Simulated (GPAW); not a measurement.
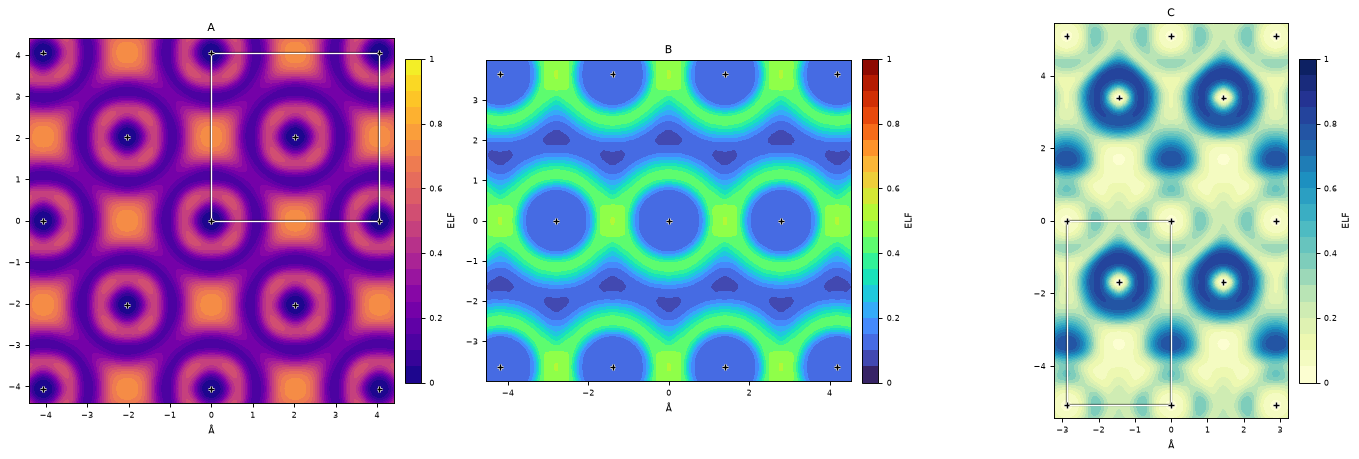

The ELF of 3 systems, each on a plane through atoms (crosses mark nuclei in the plane).

The calculation used Kohn-Sham DFT of a periodic cell, PBEsol, PAW data sets made by gpaw-setup for the functional in GPAW 26.7.0.

System 1: TaN, the (110) plane of the conventional cell. Space group P-6m2; computed pressure about −5 GPa in this cell.

System 2: Ti, the (010) plane of the conventional cell. Space group Fm-3m.

```yaml
crystal:
  lattice:
    - [4.06000, 0.00000, 0.00000]
    - [0.00000, 4.06000, 0.00000]
    - [0.00000, 0.00000, 4.06000]
  atoms:
    - { symbol: Ti, position: [0.00000, 0.00000, 0.00000] }
    - { symbol: Ti, position: [0.50000, 0.50000, 0.00000] }
    - { symbol: Ti, position: [0.50000, 0.00000, 0.50000] }
    - { symbol: Ti, position: [0.00000, 0.50000, 0.50000] }
```

System 3: Ge, the (110) plane of the conventional cell. Space group I4₁/amd; a structure from a database of computed crystals, not necessarily the ambient phase.

```cif
data_structure
_symmetry_space_group_name_H-M 'P 1'
_symmetry_Int_Tables_number 1
_cell_length_a 5.1490
_cell_length_b 5.1490
_cell_length_c 2.7948
_cell_angle_alpha 90.000
_cell_angle_beta 90.000
_cell_angle_gamma 90.000
_cell_volume 74.10
loop_
_atom_site_label
_atom_site_type_symbol
_atom_site_fract_x
_atom_site_fract_y
_atom_site_fract_z
_atom_site_occupancy
Ge1 Ge 0.00000 0.00000 0.50000 1
Ge2 Ge 0.50000 0.50000 0.00000 1
Ge3 Ge 0.50000 0.00000 0.25000 1
Ge4 Ge 0.00000 0.50000 0.75000 1
```

Question: Which map belongs to which system?

Answer: Panel A is system 2, Ti: the plane holds Ti. Ti–Ti (2.87 Å): the ELF is about 0.25 at the midpoint (no localised pair shows between them). Panel B is system 3, Ge: the plane holds Ge. Ge–Ge (2.79 Å): the ELF reaches about 0.50 near the midpoint. Panel C is system 1, TaN: the plane holds Ta and N. Ta–N (2.23 Å): the ELF peaks at about 0.80 in the valence shell of N, 0.6 Å from its nucleus, and is about 0.25 at the midpoint (no localised pair shows between them).
